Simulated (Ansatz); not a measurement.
# N: a failed or faulty run and its cure

System: N (2 atoms in the cell).
Method of run A: DFT, PBE, all-electron LAPW, no spin polarisation (Ansatz 0.2.0).

The structure derives from an entry of the Crystallography Open Database. The run did not end well. Text and figures count atoms from 1; the logs count them from 0 in places.

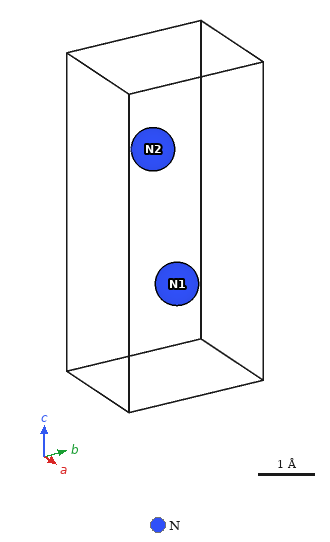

Figure 1. The input geometry (ball-and-stick view of the cell of the calculation, seen slightly off an axis; atoms are numbered from 1 in the order of the input). An atom can appear more than once, as a periodic image.

## Input, run A
```yaml
crystal:
  lattice:
    - [3.6290016496, 0.0, 0.0]
    - [-1.8145008248, 3.142807619, 0.0]
    - [0.0, 0.0, 5.89]
  atoms:
    - { symbol: "N", position: [0.3333333333, 0.6666666667, 0.25] }
    - { symbol: "N", position: [0.6666666667, 0.3333333333, 0.75] }
kpoints:
  mp_grid: { grid: [10, 10, 5] }
scf:
  occupations: { method: cold, width: 0.15 }
  mixing: { algorithm: anderson, beta: 0.005, ndim: 1 }
  max_iter: 100
hamiltonian:
  xc: pbe
  pseudopotentials: { kind: all_electron, lapw: { basis_error: 0.0005 } }
output:
  forces: true
  stress: true
  eigenvalues: true
```

Command:
```bash
ansatz run input.yaml --threads 1 --pin off --max-ram 2048MiB --backend cpu --events-out ev --progress --plain --runs-dir out
```

Hardware: 1 thread of Arm Neoverse V1, 112 GiB of memory available, shared host.

## Output, shortened to warnings, some set-up lines, iterations and results (run A)
```
Error: did not converge after 100 iterations: onsite_residual = 4.82e-2 (threshold 1.00e-7), under the density mixer `anderson`; raise `scf.max_iter`, which need not help a stalled SCF, or adjust the mixing (`scf.mixing`) or, under a smearing, its width (`scf.occupations.width`, in either direction: another width is another result); this SCF holds its density and magnetisation to the symmetry …
Basis set: ecut = 117.25515924790751 eV, 197 PW (Γ), exchange–correlation at level 2
Symmetry: 24 space group operations
k-points: 42 of 500
Initial density: superposition of atomic densities (chi_scale 0.1, normalization cell)
[...]
SCF iter   1: F=—  HF=-2965.435629 eV  |F-HF|=—  |Δ(HF+E_count)|=         —  Δρ=1.94e-3  dr2=2.21e-3  ethr=2.15e-5  ⟨swp⟩=3.9  Hψ=3220  notcnv=0
SCF iter   2: F=—  HF=-2965.434639 eV  |F-HF|=—  |Δ(HF+E_count)|=   9.90e-4  S|Δr|=    0.00e0  Δρ=1.94e-3  dr2=2.21e-3  ethr=2.15e-5  ⟨swp⟩=2.0  Hψ=1193  notcnv=0
SCF iter   3: F=—  HF=-2965.433656 eV  |F-HF|=—  |Δ(HF+E_count)|=   9.83e-4  S|Δr|=    0.00e0  Δρ=1.94e-3  dr2=2.21e-3  ethr=2.15e-5  ⟨swp⟩=2.0  Hψ=1193  notcnv=0
SCF iter   4: F=—  HF=-2965.432687 eV  |F-HF|=—  |Δ(HF+E_count)|=   9.69e-4  S|Δr|=    0.00e0  Δρ=1.94e-3  dr2=2.20e-3  ethr=2.15e-5  ⟨swp⟩=2.0  Hψ=1193  notcnv=0
SCF iter   5: F=—  HF=-2965.431731 eV  |F-HF|=—  |Δ(HF+E_count)|=   9.56e-4  S|Δr|=    0.00e0  Δρ=1.94e-3  dr2=2.20e-3  ethr=2.15e-5  ⟨swp⟩=2.0  Hψ=1193  notcnv=0
[... 90 lines ...]
SCF iter  96: F=—  HF=-2965.384256 eV  |F-HF|=—  |Δ(HF+E_count)|=   2.41e-4  S|Δr|=    0.00e0  Δρ=1.77e-3  dr2=1.84e-3  ethr=1.85e-5  ⟨swp⟩=2.0  Hψ=1196  notcnv=0
SCF iter  97: F=—  HF=-2965.384019 eV  |F-HF|=—  |Δ(HF+E_count)|=   2.37e-4  S|Δr|=    0.00e0  Δρ=1.77e-3  dr2=1.84e-3  ethr=1.84e-5  ⟨swp⟩=2.0  Hψ=1196  notcnv=0
SCF iter  98: F=—  HF=-2965.383786 eV  |F-HF|=—  |Δ(HF+E_count)|=   2.33e-4  S|Δr|=    0.00e0  Δρ=1.77e-3  dr2=1.83e-3  ethr=1.84e-5  ⟨swp⟩=2.0  Hψ=1196  notcnv=0
SCF iter  99: F=—  HF=-2965.383557 eV  |F-HF|=—  |Δ(HF+E_count)|=   2.29e-4  S|Δr|=    0.00e0  Δρ=1.77e-3  dr2=1.83e-3  ethr=1.83e-5  ⟨swp⟩=2.0  Hψ=1196  notcnv=0
SCF iter 100: F=—  HF=-2965.383419 eV  |F-HF|=—  |Δ(HF+E_count)|=   1.38e-4  S|Δr|=    0.00e0  Δρ=1.76e-3  dr2=1.82e-3  ethr=1.83e-5  ⟨swp⟩=2.0  Hψ=1196  notcnv=0
Error: did not converge after 100 iterations: onsite_residual = 4.82e-2 (threshold 1.00e-7), under the density mixer `anderson`; raise `scf.max_iter`, which need not help a stalled SCF, or adjust the mixing (`scf.mixing`) or, under a smearing, its width (`scf.occupations.width`, in either …
```

Diagnose this run and give a change of the input that cures it.

A setting was made wrong on purpose: mixing far too weak (`scf.mixing`). So small a step barely moves the density in each iteration. The run did not converge: “did not converge after 100 iterations: onsite_residual = 4.82e-2 (threshold 1.00e-7), under the density mixer `anderson`; raise `scf.max_iter`, which need not help a stalled SCF, or adjust the mixing (`scf.mixing`) or, under a smearing, its width (`scf.occupations.width`, in either direction: another width is another result) …” Its last values are not results.

A run of the same system that converges differs from this input as follows (lines with − go, lines with + come):
```diff
-  mixing: { algorithm: anderson, beta: 0.005, ndim: 1 }
-  max_iter: 100
```

## Output, shortened to warnings, some set-up lines, iterations and results (run B)
```
Basis set: ecut = 117.25515924790751 eV, 197 PW (Γ), exchange–correlation at level 2
Symmetry: 24 space group operations
k-points: 42 of 500
Initial density: superposition of atomic densities (chi_scale 0.1, normalization cell)
[...]
SCF iter   1: F=—  HF=-2965.435629 eV  |F-HF|=—  |Δ(HF+E_count)|=         —  Δρ=1.94e-3  dr2=2.21e-3  ethr=2.15e-5  ⟨swp⟩=3.9  Hψ=3220  notcnv=0
SCF iter   2: F=—  HF=-2965.374812 eV  |F-HF|=—  |Δ(HF+E_count)|=   6.08e-2  S|Δr|=    0.00e0  Δρ=2.26e-3  dr2=2.94e-3  ethr=2.15e-5  ⟨swp⟩=3.0  Hψ=1484  notcnv=0
SCF iter   3: F=—  HF=-2965.374772 eV  |F-HF|=—  |Δ(HF+E_count)|=   3.94e-5  S|Δr|=    0.00e0  Δρ=6.09e-4  dr2=2.15e-4  ethr=2.15e-5  ⟨swp⟩=3.0  Hψ=1410  notcnv=0
SCF iter   4: F=—  HF=-2965.376918 eV  |F-HF|=—  |Δ(HF+E_count)|=   2.15e-3  S|Δr|=    0.00e0  Δρ=1.33e-4  dr2=1.63e-5  ethr=1.64e-7  ⟨swp⟩=2.0  Hψ=2302  notcnv=0
SCF iter   5: F=—  HF=-2965.376934 eV  |F-HF|=—  |Δ(HF+E_count)|=   1.60e-5  S|Δr|=    0.00e0  Δρ=4.33e-5  dr2=1.23e-6  ethr=1.63e-7  ⟨swp⟩=3.0  Hψ=1262  notcnv=0
SCF iter   6: F=-2965.376976 eV  HF=-2965.376975 eV  |F-HF|=2.29e-7  |Δ(HF+E_count)|=   4.12e-5  S|Δr|=    0.00e0  Δρ=4.89e-6  dr2=1.54e-8  ethr=1.23e-8  ⟨swp⟩=3.0  Hψ=1497  …
SCF 1 converged in 6 iterations: F = -2965.376976 eV  dr2 = 1.54e-8
SCF converged after 6 iterations
Stability not checked: this state was not tested for a lower state beside it, because cold or Methfessel-Paxton smearing, or corrected tetrahedra, fill the levels in a way that the test cannot read (fill_not_monotonic; see scf.lower_state_search)
Free energy (F): -2965.376976 eV
Harris-Foulkes:  -2965.376975 eV  (|F-HF|=2.29e-7)
Internal energy: -2965.355226 eV  (E = F + TS)
E sigma→0 (E₀):  -2965.369726 eV
Entropy (-TS):   -0.021750 eV (-10.875 meV/atom)
Fermi energy:    -4.175072 eV
--- Per-component energies (eV) ---
  E_band       = -90.818446
  E_kinetic    = 2950.568369
  E_xc         = -355.887283
  E_electrostatic = -5560.036313  (all electrons and nuclei)
  E_smearing   = -0.021750  (= −TS)
  E_closure    = 0.000000  (closes the sum)
  E_atoms      = -2963.485030  (free atoms, spherical and without spin; not in F)
  Σ components = -2965.376976   (vs F -2965.376976, Δ=0.00e0)
  Basis errors (estimates in eV, not in F): energy 4.7e-5 per atom: plane waves 4.4e-5 (3.0e-5 summed), levels above the bands 0.0e0, relativity 9.4e-10, radial functions 3.0e-6, core shells 1.2e-11; eigenvalues (radial functions only) 7.9e-5; not estimated: angular momenta, meshes, grids; target …
--- Forces (eV/Å), atoms counted from 1 ---
  atom   1  N      0.00000000    -0.00000000     0.00000000
  atom   2  N     -0.00000000     0.00000000     0.00000000
  max |Σ_I F_I| component: 5.78e-19 eV/Å
--- Stress (GPa, compression-positive) ---
       -7.185356       0.000000       0.000000
       -0.000000      -7.185356       0.000000
        0.000000       0.000000      -7.222224
  P = ⅓ Tr σ = -7.1976 GPa (-71.976 kbar)
```

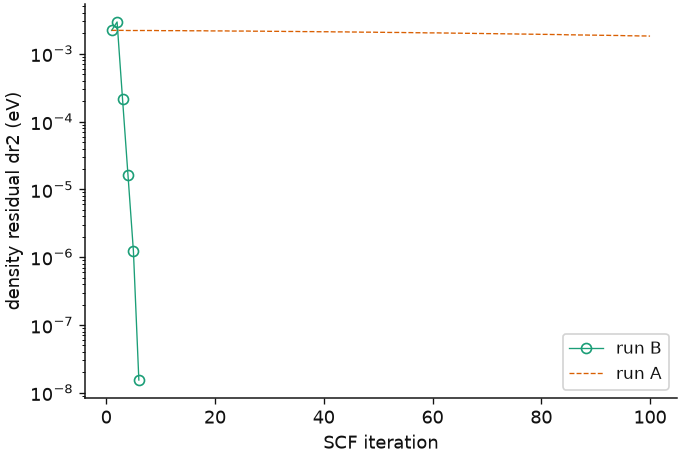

Figure 2. Convergence of the two runs: density residual dr2 against the SCF iteration. Run B takes 6 iterations in all, and run A stops after 100.

## The two runs side by side

| quantity | run A | run B |
| --- | --- | --- |
| outcome | not converged | converged |
| free energy per atom (eV) | – | −1482.6885 |
| pressure (GPa) | – | −7.20 |
| volume per atom (Å³) | – | 33.59 |
| largest force (eV/Å) | – | 0.000 |
| SCF iterations | – | 6 |
| irreducible k-points | – | 42 |
| plane waves at Γ | – | 197 |
| wall time (shared host) | 22 s | 3.7 s |

Notes on run B: The cell is under a tension of 7.2 GPa at this level, so it is not at its equilibrium volume.
